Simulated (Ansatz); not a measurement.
The coordinates of a crystal:

```
CELL_PARAMETERS angstrom
3.30466 0.00000 0.00000
0.00000 3.30466 0.00000
0.00000 0.00000 3.43685
ATOMIC_POSITIONS crystal
Ta 0.00000 0.00000 0.00000
Ta 0.50000 0.50000 0.50000
```

**What would you see if this were drawn?**

The element is tantalum. Space group: I4/mmm (No. 139). Lattice: body-centred tetragonal. The cell holds two atoms. Counting contacts within bonding distance, the coordination numbers are Ta 8. Not all metal-metal contacts are counted.

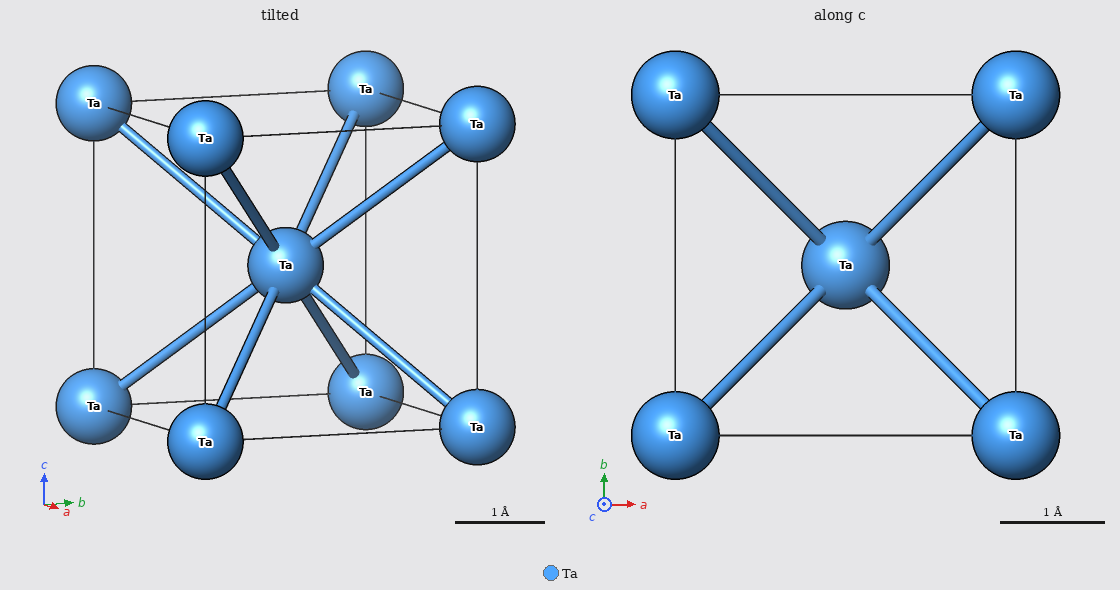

Drawn in the ball-and-stick manner and seen slightly off an axis and along the c axis. The conventional unit cell is outlined; an atom on or near a face, edge or corner is repeated at each equivalent position. Colours: tantalum blue.

The structure was taken from a structure listed in the Materials Project. The cell was then strained or its atoms displaced on purpose. An electronic-structure calculation with Ansatz was run on it.

At this level of theory the run's own cell isn't at rest (stretched, at -7 GPa), so its distances can differ from those at equilibrium, the more so the softer the solid.
